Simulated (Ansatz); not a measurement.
## Single-point calculation, with input and output: Al7GaN8

The run: single-point calculation of Al7GaN8 (P3m1, 16 atoms in the cell). Method and program: DFT PBEsol, scalar-relativistic, plane waves, PAW, no spin polarisation (Ansatz 0.2.0).

The structure was built on a prototype by a generator; it need not be a known phase. Figures and captions count atoms from 1; the log counts them from 0 in places.

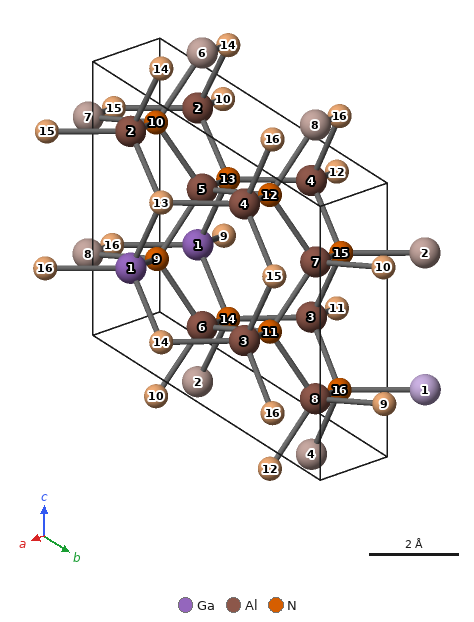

Figure 1. The structure (ball-and-stick view of the cell of the calculation, seen slightly off an axis; neighbours outside the cell are drawn fainter; atoms are numbered from 1 in the order of the input).

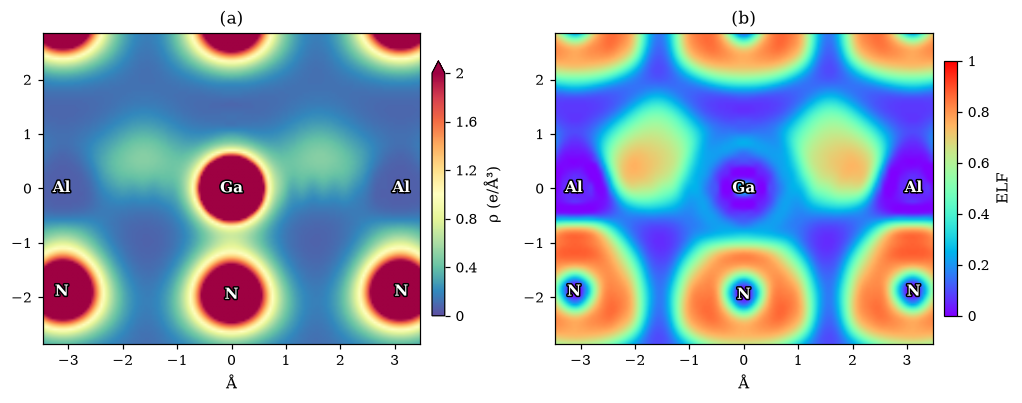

Figure 2. (a) valence electron density; (b) electron localisation function on the (010) plane of the conventional cell. The plane passes through Ga, Al and N nuclei. Al–N (1.90 Å): ρ is about 0.67 e/Å³ halfway; the ELF is about 0.85 at the midpoint. Ga–N (1.96 Å): the density is about 0.74 e/Å³ at the midpoint; the ELF is about 0.45 at the midpoint. Away from the nuclei the density in this plane falls to 0.08 e/Å³ at its lowest. In a PAW calculation such maps are meaningful between the atoms, not at the nuclei.

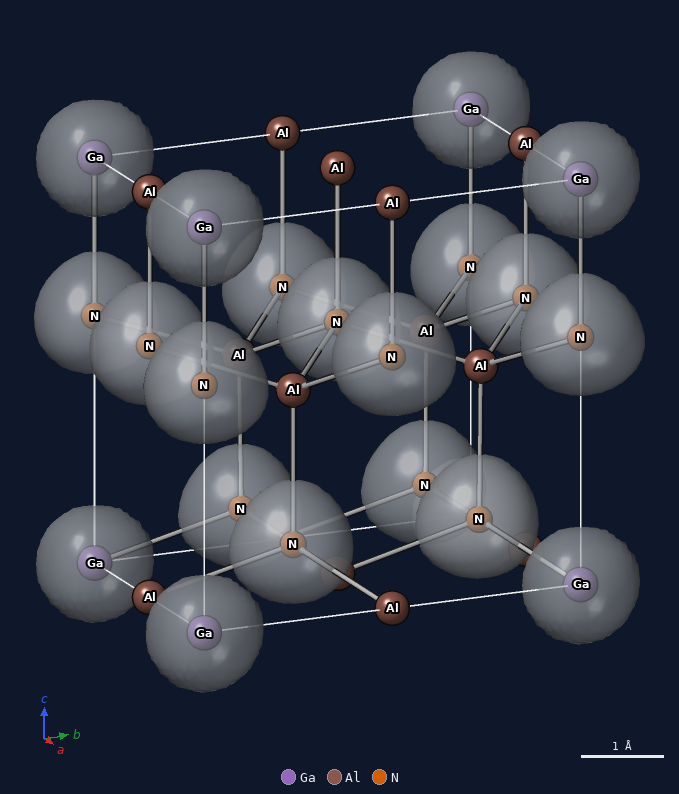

Figure 3. Isosurface of the valence pseudo-density at 1 e/Å³ (grey), seen slightly off an axis. Sticks mark near contacts. The outline is the cell set on symmetry axes. At this value the density breaks into separate islands; it holds about 50 % of the electrons treated as valence (semicore included). It is pinched off along the Al–N (1.89 Å) and Ga–N (1.94 Å) contacts. On the grid the lowest density along these lines, outside the cores, is 0.57 e/Å³ (Al–N, 1.89 Å) and 0.73 e/Å³ (Ga–N, 1.94 Å).

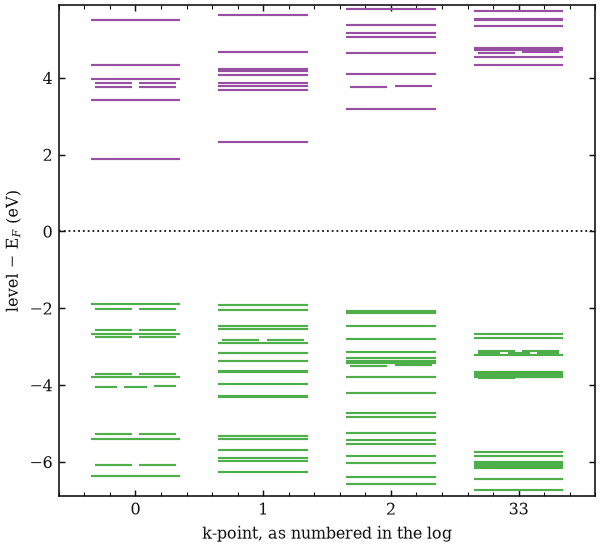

Figure 4. Kohn–Sham levels near the Fermi level (dotted) at the few k-points that the log prints; levels within 0.02 eV of each other stand side by side. Among these points the highest filled and lowest empty levels are 3.77 eV apart, which is the gap on the mesh.

These pictures come from the run below.

### Input file
```yaml
crystal:
  lattice:
    - [0.0, 0.0, -5.0147202517]
    - [3.1211334086, 5.4059616409, 0.0]
    - [3.1211334086, -5.4059616409, 0.0]
  atoms:
    - { symbol: Ga, position: [-0.0006472902, 0.1666666667, 0.3333333333] }
    - { symbol: Al, position: [0.0004223865, 0.1661219524, 0.8330609762] }
    - { symbol: Al, position: [0.0004223865, 0.6669390238, 0.3338780476] }
    - { symbol: Al, position: [0.0004223865, 0.6669390238, 0.8330609762] }
    - { symbol: Al, position: [0.5006670681, 0.3341458799, 0.6682917599] }
    - { symbol: Al, position: [0.5006670681, 0.3341458799, 0.1658541201] }
    - { symbol: Al, position: [0.5009706441, 0.8333333333, 0.6666666667] }
    - { symbol: Al, position: [0.5006670681, 0.8317082401, 0.1658541201] }
    - { symbol: "N", position: [0.6090811122, 0.1666666667, 0.3333333333] }
    - { symbol: "N", position: [0.620582783, 0.1662318603, 0.8331159302] }
    - { symbol: "N", position: [0.620582783, 0.6668840698, 0.3337681397] }
    - { symbol: "N", position: [0.620582783, 0.6668840698, 0.8331159302] }
    - { symbol: "N", position: [0.1218859837, 0.336820886, 0.673641772] }
    - { symbol: "N", position: [0.1218859837, 0.336820886, 0.163179114] }
    - { symbol: "N", position: [0.1199208703, 0.8333333333, 0.6666666667] }
    - { symbol: "N", position: [0.1218859837, 0.826358228, 0.163179114] }
basis:
  ecutwfc: 420
kpoints:
  mp_grid: { grid: [6, 6, 6] }
  band_path: { path: [[0.0, 0.0, 0.0], [0.05, 0.0, 0.0]], npoints: 1 }
hamiltonian:
  xc: pbesol
scf:
  occupations: { method: gaussian, width: 0.02 }
  n_extra_bands: 11
output:
  forces: true
  stress: true
  eigenvalues: true
  write_density: true
  write_potential: true
  elf: true
  volumetric_format: npy
```

Command:
```bash
ansatz run input.yaml --threads 4 --pin off --max-ram 10240MiB --backend cpu --events-out ev --progress --plain --runs-dir out
```

### Output
```
scf.n_extra_bands = 11 over 37 filled bands (N_el = 74.0): the run solves 48 bands
Engine: ansatz 0.2.0, x86_64-unknown-linux-gnu
Pseudopotentials: kind: paw
Pseudopotential: Ga, paw, valence charge 13, recommended cutoff 420 eV (normal), Ga.paw.azcp
Pseudopotential: Al, paw, valence charge 3, recommended cutoff 420 eV (normal), Al.paw.azcp
Pseudopotential: N, paw, valence charge 5, recommended cutoff 420 eV (normal), N.paw.azcp
Functional definition: PBEsol
  exchange = pbesol_x
  correlation = pbesol_c
Crystal: 16 atoms, lattice volume = 169.224 Å³
Basis set: ecut = 420 eV, 3365 PW (Γ), exchange–correlation on 72×90×90 points (8 copies of the dense FFT grid, shifted against one another)
Bands: 48, of which v1, the nominal top of the filled ones, is band 37 counted from 1 (36 counted from 0)
Symmetry: 6 space group operations
Space group: P3m1 (ITA 156), of the structure as read, at distance tolerance 5.5e-5 Å
k-points: 34 of 216 (time reversal used)
Non-local potential: Ga, projectors of the file, l = 0: 2, l = 1: 2, l = 2: 3, l = 3: 1
Non-local potential: Al, projectors of the file, l = 0: 2, l = 1: 2, l = 2: 1
Non-local potential: N, projectors of the file, l = 0: 2, l = 1: 2, l = 2: 1
PAW form: soft (Blöchl's): semilocal exchange-correlation on the pseudo side does not see the compensation charge
PAW frozen core: Ga, regenerated for the run's functional, and the local potential with it (the file was generated under x = pbe(κ = 0.804, μ = 0.2195149727645171), c = pbe(β = 0.06672455060314922))
PAW frozen core: Al, regenerated for the run's functional, and the local potential with it (the file was generated under x = pbe(κ = 0.804, μ = 0.2195149727645171), c = pbe(β = 0.06672455060314922))
PAW frozen core: N, regenerated for the run's functional, and the local potential with it (the file was generated under x = pbe(κ = 0.804, μ = 0.2195149727645171), c = pbe(β = 0.06672455060314922))
PAW one-centre angular grid: Ga, 590 points (default); XC on 64 Gauss nodes
PAW one-centre angular grid: Al, 110 points (default); XC on 64 Gauss nodes
PAW one-centre angular grid: N, 110 points (default); XC on 64 Gauss nodes
Initial density: superposition of atomic densities (neutral atoms: chi_scale 0, normalization atom), corrected by the library's trained network
Initial wavefunctions: pseudopotential atomic-orbital guess
Functional: x = pbesol(κ = 0.804, μ = 0.12345679012345678), c = pbesol(β = 0.046)
SCF iter   1: F=—  HF=-10464.580918 eV  |F-HF|=—  |Δ(HF+E_count)|=         —  Δρ=1.07e-2  dr2=2.05e-1  ethr=1.77e-3  ⟨swp⟩=7.6  Hψ=7659  notcnv=0  defer=15
preconditioner: auto → Resta (q_TF=auto, 2.377 Å⁻¹)  ε∞=4.5  [insulator: Δε(μ)=3.680 eV  Ē_g=13.071 eV  σ=0.020 eV  W_gap=1.00  n_scr=44 (ndim 8)  ℏωp=24.6 eV  f_vac=0.000  D(μ)=0.00/eV (n_scr^D=0)  ε∞_Penn≈4.5]
SCF iter   2: F=—  HF=-10464.521244 eV  |F-HF|=—  |Δ(HF+E_count)|=   5.97e-2  Δρ=1.70e-3  dr2=4.82e-3  ethr=2.77e-4  ⟨swp⟩=2.1  Hψ=2891  notcnv=0  defer=135
SCF iter   3: F=—  HF=-10464.520453 eV  |F-HF|=—  |Δ(HF+E_count)|=   7.91e-4  Δρ=8.99e-4  dr2=1.29e-3  ethr=6.51e-6  ⟨swp⟩=1.6  Hψ=1771  notcnv=0  defer=135
SCF iter   4: F=—  HF=-10464.520254 eV  |F-HF|=—  |Δ(HF+E_count)|=   1.99e-4  Δρ=1.35e-4  dr2=3.21e-5  ethr=1.74e-6  ⟨swp⟩=2.4  Hψ=2475  notcnv=0  defer=135
SCF iter   5: F=—  HF=-10464.519648 eV  |F-HF|=—  |Δ(HF+E_count)|=   6.06e-4  Δρ=7.89e-5  dr2=7.67e-6  ethr=4.34e-8  ⟨swp⟩=2.0  Hψ=2748  notcnv=0  defer=135
SCF iter   6: F=—  HF=-10464.519645 eV  |F-HF|=—  |Δ(HF+E_count)|=   3.44e-6  Δρ=2.51e-5  dr2=1.07e-6  ethr=1.04e-8  ⟨swp⟩=2.8  Hψ=2942  notcnv=0  defer=135
SCF iter   7: F=—  HF=-10464.519644 eV  |F-HF|=—  |Δ(HF+E_count)|=   2.23e-7  Δρ=9.48e-6  dr2=1.30e-7  ethr=1.44e-9  ⟨swp⟩=2.0  Hψ=2709  notcnv=0  defer=135
SCF iter   8: F=-10464.519644 eV  HF=-10464.519644 eV  |F-HF|=1.66e-9  |Δ(HF+E_count)|=   2.69e-8  Δρ=1.73e-6  dr2=6.41e-9  ethr=1.35e-10  ⟨swp⟩=14.4  Hψ=10790  notcnv=0
SCF 1 converged in 8 iterations: F = -10464.519644 eV  dr2 = 6.41e-9
  greatest PAW one-centre occupation: 0.995 electrons in one spin orbital (limit 2), on the Ga atom at site 0 (counted from 0), in its partial waves of l = 2
NSCF: frozen V_eff on 2 k-points
SCF converged after 8 iterations
Free energy (F): -10464.519644 eV
Harris-Foulkes:  -10464.519644 eV  (|F-HF|=1.66e-9)
Internal energy: -10464.519644 eV  (E = F + TS)
E sigma→0 (E₀):  -10464.519644 eV
Fermi energy:    9.234451 eV
--- Per-component energies (eV) ---
  E_band       = 76.867986
  E_kinetic    = 1357.833044
  E_local      = -4143.011485  (includes V_loc(G=0)·N_el)
  E_nonlocal   = 865.133900
  E_hartree    = 1741.726983
  E_xc         = -832.469271
  E_vxc        = -886.063301  (∫ρ·V_xc dr)
  E_paw        = -6120.325772  (= ΣΔE_a)
  E_vpaw       = -600.476014  (= ΣTr[D̂ρ^β])
  E_aug_tail   = 0.000649  (compensation charges beyond the density's cutoff)
  E_ewald      = -3334.629434
  E_core_change = 1.221742  (= ΣΔE_core)
  E_smearing   = -0.000000  (= −TS)
  E_closure    = -0.000000  (closes the sum)
  Σ components = -10464.519644   (vs F -10464.519644, Δ=0.00e0)
--- Forces (eV/Å), atoms counted from 1 ---
  atom   1  Ga     0.00000000    -0.00000000     0.00407866
  atom   2  Al     0.00069759     0.00040275     0.00225920
  atom   3  Al    -0.00069759     0.00040275     0.00225920
  atom   4  Al     0.00000000    -0.00080550     0.00225920
  atom   5  Al    -0.00104028     0.00060060     0.00158920
  atom   6  Al    -0.00000000    -0.00120121     0.00158920
  atom   7  Al    -0.00000000     0.00000000     0.00256091
  atom   8  Al     0.00104028     0.00060060     0.00158920
  atom   9  N      0.00000000    -0.00000000    -0.00212564
  atom  10  N      0.00033920     0.00019584    -0.00260307
  atom  11  N     -0.00033920     0.00019584    -0.00260307
  atom  12  N      0.00000000    -0.00039168    -0.00260307
  atom  13  N      0.00123709    -0.00071423    -0.00165045
  atom  14  N     -0.00000000     0.00142846    -0.00165045
  atom  15  N     -0.00000000     0.00000000    -0.00328948
  atom  16  N     -0.00123709    -0.00071423    -0.00165045
  max |Σ_I F_I| component: 9.08e-6 eV/Å
--- Stress (GPa, compression-positive) ---
        0.013986      -0.000000      -0.000000
       -0.000000       0.013986      -0.000000
       -0.000000      -0.000000      -0.012251
  P = ⅓ Tr σ = 0.0052 GPa (0.052 kbar)
--- Band table (eV; the first three rows and the last of 34) ---
  k-point 0: bands = ["-7.8814", "-6.4369", "-6.4313", "-6.4313", "-5.8898", "-5.4871", "-5.4871", "-5.4145", "-5.3674", "-5.3674", "-4.5380", "-4.5380", "-4.4455", "1.1323", "1.6048", "1.8428", "1.8428", "2.8565", "3.1616", "3.1616", "3.8236", "3.9557", "3.9557", "5.1929", "5.1929", "5.1985", "5.4546", "5.5232", "5.5232", "6.4764", "6.4764", "6.5742", "6.6806", "6.6806", "7.2227", "7.2227", "7.3502", "11.1187", "12.6445", "12.9819", "12.9819", "13.0857", "13.0857", "13.1999", "13.5610", "14.7422", "15.3752", "15.3752"]
  k-point 1: bands = ["-7.7953", "-6.5290", "-6.4331", "-6.3951", "-5.9689", "-5.6091", "-5.5006", "-5.3767", "-5.3731", "-5.3168", "-4.6004", "-4.5213", "-4.3727", "1.2458", "1.7631", "1.9752", "2.0615", "2.9792", "3.2591", "3.3327", "3.5413", "3.8297", "3.9069", "4.9117", "4.9399", "5.2628", "5.5708", "5.6112", "5.8579", "6.0626", "6.3345", "6.3990", "6.4176", "6.6878", "6.7854", "7.2017", "7.3116", "11.5554", "12.9222", "13.0230", "13.0987", "13.3013", "13.3990", "13.4745", "13.9118", "14.8639", "15.4118", "15.5275"]
  k-point 2: bands = ["-7.5484", "-6.7786", "-6.4367", "-6.3846", "-6.1127", "-5.6836", "-5.5287", "-5.3817", "-5.3809", "-5.2369", "-4.6511", "-4.4907", "-4.3300", "1.5657", "2.1590", "2.3473", "2.6581", "2.8464", "3.2010", "3.3794", "3.7073", "3.8160", "3.9882", "4.4166", "4.5035", "5.0381", "5.4559", "5.7433", "5.7461", "5.8100", "5.8739", "5.9341", "6.0957", "6.4441", "6.7850", "7.1217", "7.1716", "12.4121", "12.9997", "13.0105", "13.3395", "13.8911", "14.2870", "14.4103", "14.5947", "15.0163", "15.6579", "15.8652"]
  k-point 33: bands = ["-6.6889", "-6.5866", "-6.4397", "-6.2579", "-6.1132", "-6.1090", "-5.8862", "-5.4627", "-5.3787", "-5.3769", "-4.9681", "-4.8738", "-4.5120", "2.0145", "2.4935", "2.7770", "3.0730", "3.0969", "3.1440", "3.2093", "3.2440", "3.3971", "3.4932", "5.4300", "5.4341", "5.4516", "5.5029", "5.5308", "5.5866", "6.0062", "6.0606", "6.0615", "6.0754", "6.1195", "6.1253", "6.4696", "6.5520", "13.5774", "13.7666", "13.8860", "13.9046", "13.9523", "13.9993", "14.5710", "14.7327", "14.7735", "14.9599", "15.7914"]
```

### Key numbers

- outcome: converged
- space group (tolerance 0.01 Å): P3m1 (156)
- electrons treated: 74
- free energy: −10464.5196 eV
- Fermi energy: 9.234 eV
- gap on the k-point mesh: 3.77 eV
- gap on the band path: 3.77 eV
- pressure: 0.01 GPa
- largest force (length of the vector): 0.004 eV/Å
- hardware: 4 threads of Intel Xeon @ 2.70GHz, 189 GiB of memory available, shared host
- wall time: 9 s (CPU time 33 s)
- peak memory: 0.63 GiB
